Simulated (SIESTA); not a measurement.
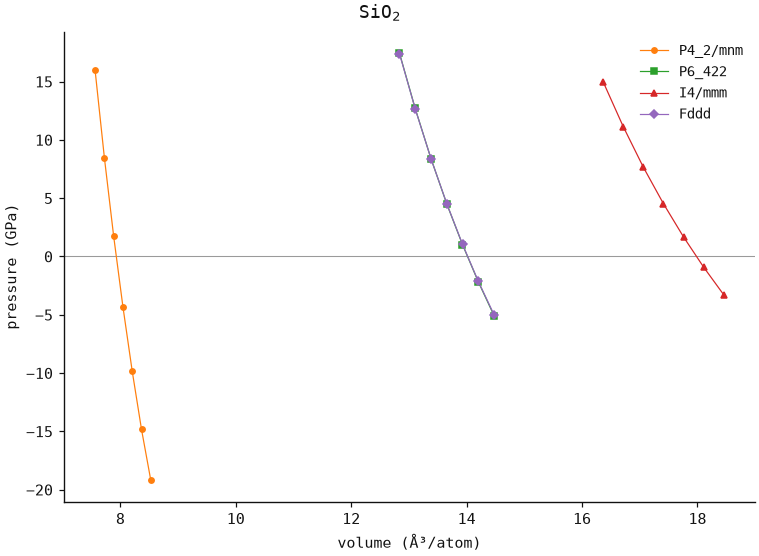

Method: DFT in numerical atomic orbitals with pseudopotentials, no spin polarisation; energies at scaled volumes of the given cell, shape and fractions fixed, counted from the fit's minimum, third-order Birch-Murnaghan fit (SIESTA 5.4.2). Level: PBEsol.

occupations Fermi–Dirac; smearing width 0.05 eV; potentials PseudoDojo 0.4 standard, converted to PSML, two zetas on semicore shells.

**Figure.** Pressure against volume, with one curve for each structure, for SiO₂.

Settings that differ: P4_2/mnm: k mesh 4×4×8; P6_422: k mesh 4×4×4; I4/mmm: k mesh 4×4×4; Fddd: k mesh 5×5×5.

The fitted equilibrium volumes, smallest first, are P4_2/mnm 7.928, P6_422 14.012, Fddd 14.015, I4/mmm 17.979 Å³/atom. The fitted bulk moduli, smallest first, are I4/mmm 131.9, Fddd 165.2, P6_422 166.2, P4_2/mnm 306.7 GPa. For P4_2/mnm, the pressure falls from 15.96 GPa at volume 7.5618 Å³/atom to −19.20 GPa at 8.5271 Å³/atom, and changes sign near 7.93 Å³/atom. For P6_422, the pressure falls from 17.45 GPa at volume 12.84 Å³/atom to −5.07 GPa at 14.47 Å³/atom, and changes sign near 14.02 Å³/atom. For I4/mmm, the pressure falls from 14.97 GPa at volume 16.37 Å³/atom to −3.29 GPa at 18.46 Å³/atom, and changes sign near 17.98 Å³/atom.

Limits of the calculation: mulliken charges of long orbitals; shape and atomic fractions are frozen while scaling, which makes layered, chain and framework solids too stiff.
